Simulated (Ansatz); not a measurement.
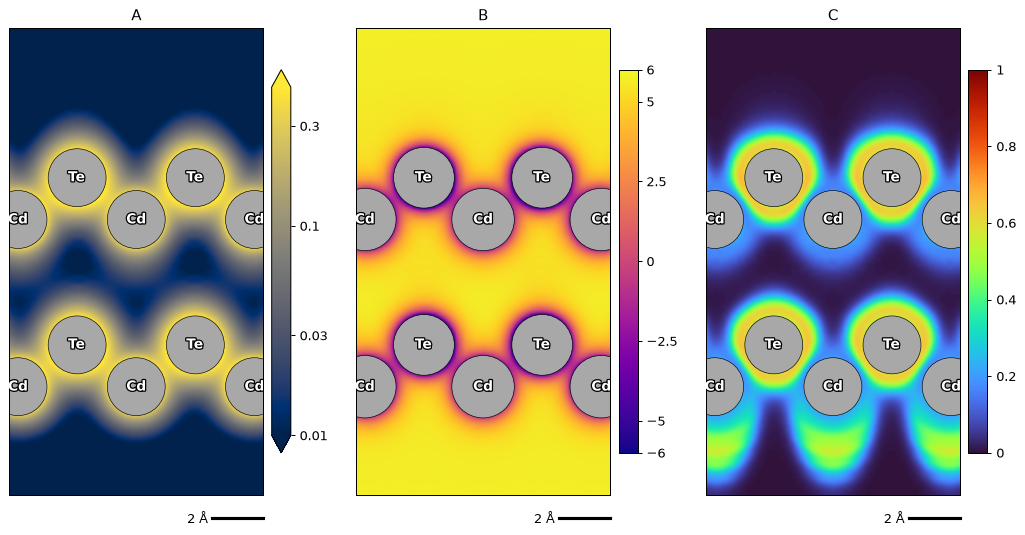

Cd4Te3 (slab): 3 fields on the (100) plane of the calculation cell, a cut from vacuum to vacuum, with unlabelled colour scales. Grey discs cover the atomic cores.

The calculation used Ansatz 0.2.0, DFT PBEsol, scalar-relativistic, plane waves, PAW.

Question: The panels show electron localisation function, electrostatic potential energy of an electron and valence pseudo-density in some order. Assign them.

Answer: Panel A: valence pseudo-density. Panel B: electrostatic potential energy of an electron (low next to the atoms, rising into the space between them). Panel C: electron localisation function. From the grid: Cd–Te (2.81 Å): the density is about 0.34 e/Å³ at the midpoint; the ELF is about 0.45 at the midpoint.
